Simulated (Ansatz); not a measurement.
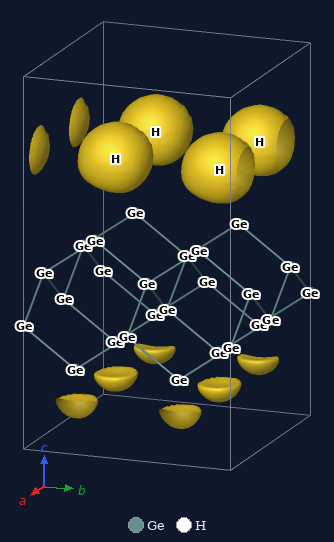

Ge4H (slab). Isosurface of the ELF at 0.8 (yellow), seen slightly off an axis. Core shells and regions of very low density are left out. Sticks mark near contacts.

A point of a scan over the structure, not its minimum; not relaxed (largest force 0.6 eV/Å); computed without spin polarisation; PAW files of the earlier set (soft_1).

Method: DFT PBE+D3(BJ), scalar-relativistic, plane waves, PAW in Ansatz 0.2.0.

In a PAW calculation such maps are meaningful between the atoms, not at the nuclei.

```yaml
crystal:
  lattice:
    - [4.03036, 0.00000, 0.00000]
    - [0.00000, 4.03036, 0.00000]
    - [0.00000, 0.00000, 21.64166]
  atoms:
    - { symbol: Ge, position: [0.00000, 0.50000, 0.18483] }
    - { symbol: Ge, position: [0.00000, 0.00000, 0.25067] }
    - { symbol: Ge, position: [0.50000, 0.00000, 0.31966] }
    - { symbol: Ge, position: [0.50000, 0.50000, 0.38544] }
    - { symbol: H, position: [0.62500, 0.75000, 0.53793] }
```

> Describe the localisation domains.

The surface consists of one region around a hydrogen nucleus and one lobe on Ge, pointing away from the bonds (lone pairs), counted in one cell of 5 atoms. Counts are for one cell; the picture repeats the cell along the surface.

Values along the shortest contacts:
Ge–Ge (2.47 Å): the ELF peaks at about 0.75 between the atoms. Ge–H (3.49 Å): the ELF climbs to about 1 towards the hydrogen.
